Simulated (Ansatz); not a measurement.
System: SiO₂, space group Imma (No. 74).

Starting cell:
```xyz
12
Lattice="-2.6151 4.7379 4.4367 2.6151 -4.7379 4.4367 2.6151 4.7379 -4.4367" Properties=species:S:1:pos:R:3 pbc="T T T"
Si    0.0000    0.7908    7.4900
Si    0.0000    5.5287    1.3833
Si    2.6151    3.9471   -3.0533
Si    2.6151   -0.7908    3.0533
O     2.6151   -2.3689    3.3527
O     0.0000    7.1068    1.0840
O     1.3075    5.1197    2.2183
O     1.3075    4.3561   -2.2183
O     1.3075   -0.3818    2.2183
O    -1.3075    5.1197    2.2183
O     0.0000    0.0000    0.0000
O     0.0000    4.7379    0.0000
```

Method: third-order Birch-Murnaghan fit to density functional energies at scaled volumes of the given relaxed cell, shape and atoms relaxed at each volume; energies count from the fitted minimum; plane waves with PAW datasets, Γ-centred k mesh (Ansatz 0.2.0). Level: LDA, no spin polarisation.

```json
{"setting": "wave cutoff", "value": "420 eV"}
{"setting": "k mesh", "value": "6×6×6"}
{"setting": "occupations", "value": "Gaussian"}
{"setting": "smearing width", "value": "0.02 eV"}
```

The printed pressures vanish at a volume slightly off the minimum of the energy fit, as a finite basis (Pulay stress) and smearing make them.

Describe the result: the energy above the minimum, pressure and gap on the k mesh against volume. The volume takes the values 16.125, 16.674, 17.224, 17.774, 18.323, 18.873, 19.423, 20.156 Å³/atom.

A third-order Birch–Murnaghan fit gives V0 = 18.12 Å³/atom, B0 = 40.8 GPa. The energy above the minimum is 8.0 meV/atom at volume 16.125 Å³/atom and 41.7 meV/atom at 20.156 Å³/atom; the lowest computed point is at volume 18.323 Å³/atom (1.7 meV/atom). The pressure falls from 0.71 GPa at volume 16.125 Å³/atom to −7.75 GPa at 20.156 Å³/atom, and changes sign near 18.29 Å³/atom. The gap on the k mesh stays open and runs from 5.380 eV at volume 16.125 Å³/atom to 5.234 eV at 20.156 Å³/atom, with its largest value, 5.441 eV, at 18.873 Å³/atom.

```json
{"volume (Å³/atom)": "16.125", "energy above the minimum (meV/atom)": "8.0", "pressure (GPa)": "0.71", "gap on the k mesh (eV)": "5.380"}
{"volume (Å³/atom)": "16.674", "energy above the minimum (meV/atom)": "5.7", "pressure (GPa)": "0.65", "gap on the k mesh (eV)": "5.383"}
{"volume (Å³/atom)": "17.224", "energy above the minimum (meV/atom)": "3.7", "pressure (GPa)": "0.54", "gap on the k mesh (eV)": "5.391"}
{"volume (Å³/atom)": "17.774", "energy above the minimum (meV/atom)": "2.2", "pressure (GPa)": "0.37", "gap on the k mesh (eV)": "5.405"}
{"volume (Å³/atom)": "18.323", "energy above the minimum (meV/atom)": "1.7", "pressure (GPa)": "-0.02", "gap on the k mesh (eV)": "5.427"}
{"volume (Å³/atom)": "18.873", "energy above the minimum (meV/atom)": "3.8", "pressure (GPa)": "-1.60", "gap on the k mesh (eV)": "5.441"}
{"volume (Å³/atom)": "19.423", "energy above the minimum (meV/atom)": "13.9", "pressure (GPa)": "-4.36", "gap on the k mesh (eV)": "5.384"}
{"volume (Å³/atom)": "20.156", "energy above the minimum (meV/atom)": "41.7", "pressure (GPa)": "-7.75", "gap on the k mesh (eV)": "5.234"}
```

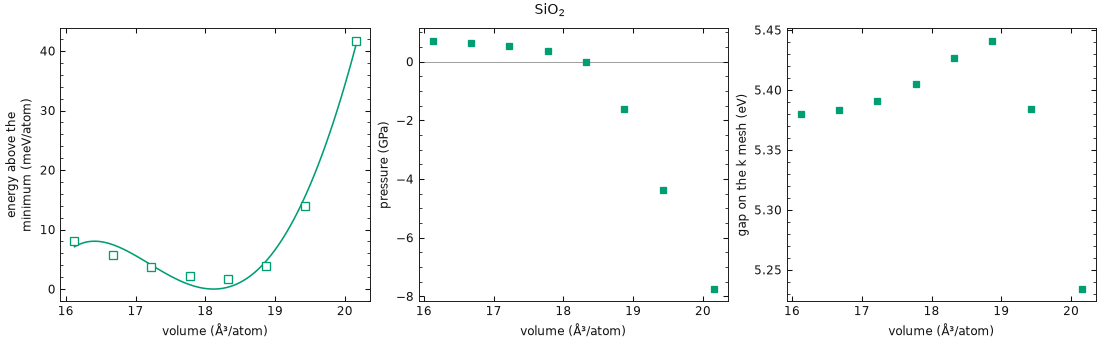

Limits of the calculation: poor fit; pressure derivative unusual.
